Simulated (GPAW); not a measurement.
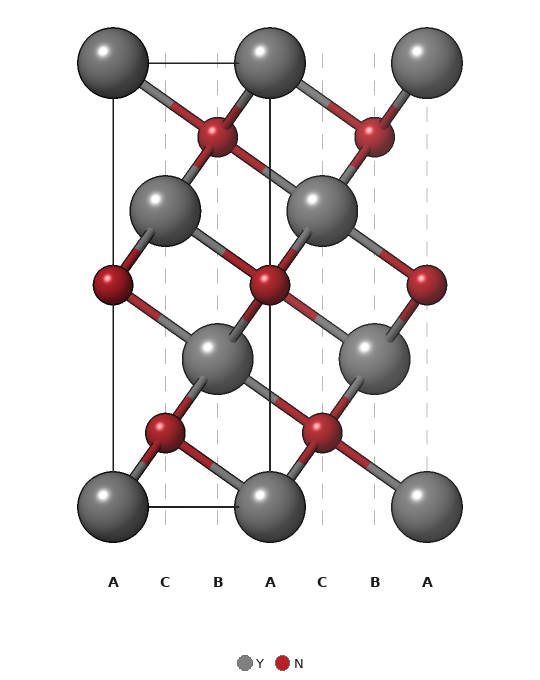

Projection along an edge of the hexagonal mesh, stacking direction [111] upwards. The dashed lines mark the three columns A (0, 0), B (1/3, 2/3) and C (2/3, 1/3). The box is the hexagonal cell of the face-centred cubic lattice. The sequence starts with the first layer at or above the cell's origin.

YN: an entry of the Crystallography Open Database, as set up for an electronic-structure calculation.

Give the sequence of layers in one repeat, with element and column.

Answer. Y(A) – N(C) – Y(B) – N(A) – Y(C) – N(B) (six layers in 8.45 Å).

How are the N layers alone stacked?

Answer. N layers alone: CAB, the cubic close-packed type.

Which positions between or in the N layers do the other atoms fill?

Answer. Y: three octahedral sites, counted in one hexagonal cell.
